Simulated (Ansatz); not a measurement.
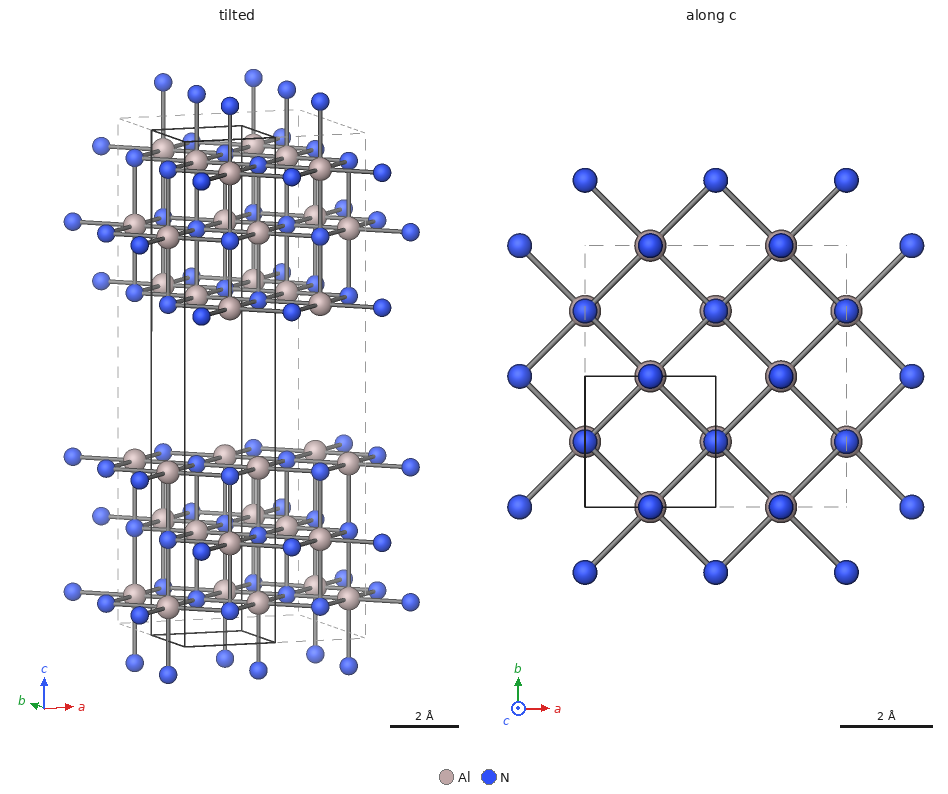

The figure gives a ball-and-stick picture of the atoms, viewed slightly off an axis and along the c axis. A block of 2×2×1 cells is shown, with one conventional unit cell in solid outline. Some neighbours outside the box are added. Cell: a = 2.860 Å, b = 2.860 Å, c = 15.136 Å, α = 90.00°, β = 90.00°, γ = 90.00°.

The structure is one of AlN. It belongs to space group P4/nmm (No. 129) and has a primitive tetragonal lattice. It has 12 atoms to the cell (6 Al, 6 N). Al takes three kinds of site: 2c with five N in a square pyramidal arrangement at about 2.0 Å; 2c with six N in an octahedral arrangement at about 2.0 Å; 2c with six N in an octahedral arrangement at about 2.0 Å. N takes three kinds of site: 2c with five Al in a square pyramidal arrangement at about 2.0 Å; 2c with six Al in an octahedral arrangement at about 2.0 Å; 2c with six Al in an octahedral arrangement at about 2.0 Å. The bonds build AlN layers parallel to (001).

Its origin is a structure listed in the Materials Project. The cell was then strained or its atoms displaced on purpose. It went into a calculation with Ansatz.

At this level of theory the cell isn't at rest (stretched, at -5 GPa and forces up to 0.9 eV/Å), so its distances can differ from those at equilibrium, the more so the softer the solid.
